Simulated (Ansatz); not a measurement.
```cif
data_structure
_symmetry_space_group_name_H-M 'P 1'
_symmetry_Int_Tables_number 1
_cell_length_a 4.7023
_cell_length_b 2.7149
_cell_length_c 4.7023
_cell_angle_alpha 90.000
_cell_angle_beta 109.471
_cell_angle_gamma 90.000
_cell_volume 56.60
loop_
_atom_site_label
_atom_site_type_symbol
_atom_site_fract_x
_atom_site_fract_y
_atom_site_fract_z
_atom_site_occupancy
Ir1 Ir 0.71012 0.50000 0.24999 1
Ir2 Ir 0.21012 0.00000 0.24999 1
Ir3 Ir 0.78988 0.00000 0.75001 1
Ir4 Ir 0.28988 0.50000 0.75001 1
```

Space group C2/m; not relaxed (largest force 1.5 eV/Å); computed pressure about −3 GPa in this cell; computed without spin polarisation.

Theory: DFT LDA, scalar-relativistic, plane waves, PAW (Ansatz).

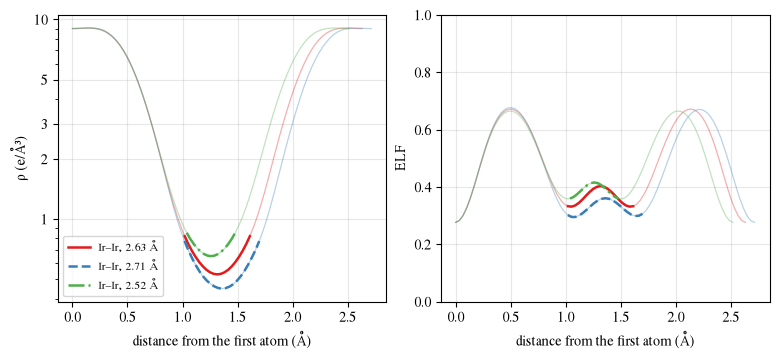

Ir. Valence pseudo-density and ELF along straight lines between neighbouring atoms. Thin, pale parts lie inside the atomic spheres.

Core electrons are frozen (PAW), and the valence fields are smoothed inside the atomic spheres.

What can be read from the curves?

Ir–Ir (2.63 Å): ρ at the midpoint is about 0.53 e/Å³; the ELF is about 0.40 at the midpoint.
Ir–Ir (2.71 Å): ρ is about 0.45 e/Å³ halfway; the ELF is about 0.35 at the midpoint (no localised pair shows between them).
Ir–Ir (2.52 Å): the density is about 0.65 e/Å³ at the midpoint; the ELF is about 0.40 at the midpoint.
